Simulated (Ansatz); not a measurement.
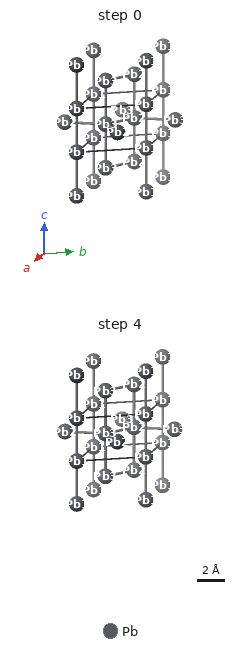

The structure of solid Pb (a generated structure, set up in P6/mmm) before (top) and after (bottom) a relaxation, at one scale.

A ball-and-stick model of the cell of the calculation, seen slightly off an axis.

Phase: omega (AlB2-type).

The calculation used Ansatz, DFT, LDA (PW92), plane waves (420 eV) with PAW, scalar-relativistic. Settings: plane-wave cutoff 420 eV; k-point mesh 7 × 7 × 9; occupations fermi dirac; smearing width 0.1 eV; no spin polarisation; cell and atoms relaxed; force threshold 0.01 eV/Å; at most 60 steps.

**Describe what moved and what it gained.**

No atom moves by more than 0.005 Å relative to the cell. The volume changes by −3.7 %, with a = b 5.555 → 5.501 Å (−1.0 %), c 3.405 → 3.342 Å (−1.8 %). Among the contacts that change: Pb1–Pb1 3.405 → 3.342 Å, Pb2–Pb3 3.207 → 3.176 Å. The space group stays P6/mmm (No. 191). The energy falls by 20.4 meV per cell of the calculation in 3 accepted moves (4 points after the start). All forces vanish by symmetry, so only the cell relaxes. Pressure: −1.77 GPa at the start and −0.01 GPa at the end. The SCF was repeated once at an unchanged geometry on a basis and grid sized afresh for the cell, which shifted the energy by 0.4 meV per cell of the calculation at most. The program noted that a PAW file was made for another functional than the run's. The run took 8.7 s on 2 threads of Arm Neoverse V2, with other jobs on the host, peak memory 0.38 GiB.
